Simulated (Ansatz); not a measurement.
GaAs (slab)

```xyz
12
Lattice="4.0010 0.0000 0.0000 0.0000 5.6583 0.0000 0.0000 0.0000 25.0025" Properties=species:S:1:pos:R:3 pbc="T T T"
Ga    2.0005    2.8291    7.5000
As    0.0000    1.4146    7.5000
Ga    0.0000    0.0000    9.5005
As    2.0005    4.2437    9.5005
Ga    2.0005    2.8291   11.5009
As    0.0000    1.4146   11.5009
Ga    0.0000    0.0000   13.5016
As    2.0005    4.2437   13.5016
Ga    2.0005    2.8291   15.5021
As    0.0000    1.4146   15.5021
Ga    0.0000    0.0000   17.5025
As    2.0005    4.2437   17.5025
```

Not relaxed (largest force 1.6 eV/Å).

All numbers below come from Ansatz 0.2.0, DFT PBEsol, scalar-relativistic, plane waves, PAW.

Question: Predict the valence pseudo-density and electron localisation function between the atoms.

Answer: Ga–As (2.45 Å): ρ is about 0.46 e/Å³ halfway; the ELF is about 0.65 at the midpoint.

Question: Does the calculation make it a metal, or give it a gap?

Answer: It is gapped, with a Kohn–Sham gap of 0.42 eV on the k-point mesh (the band edges may lie off the mesh, which would make the gap smaller).

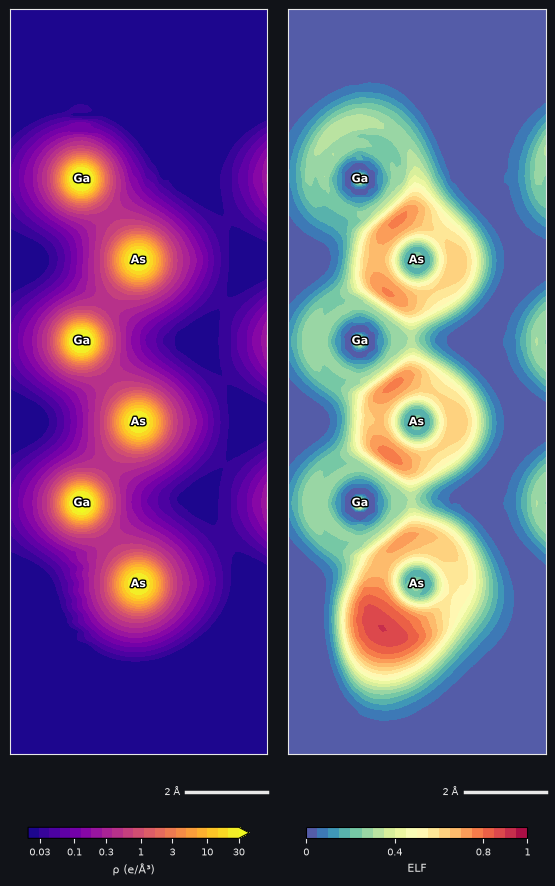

Computed valence pseudo-density and electron localisation function on the (100) plane of the calculation cell, a cut from vacuum to vacuum, in this order. 

Core electrons are frozen (PAW), and the valence fields are smoothed inside the atomic spheres.
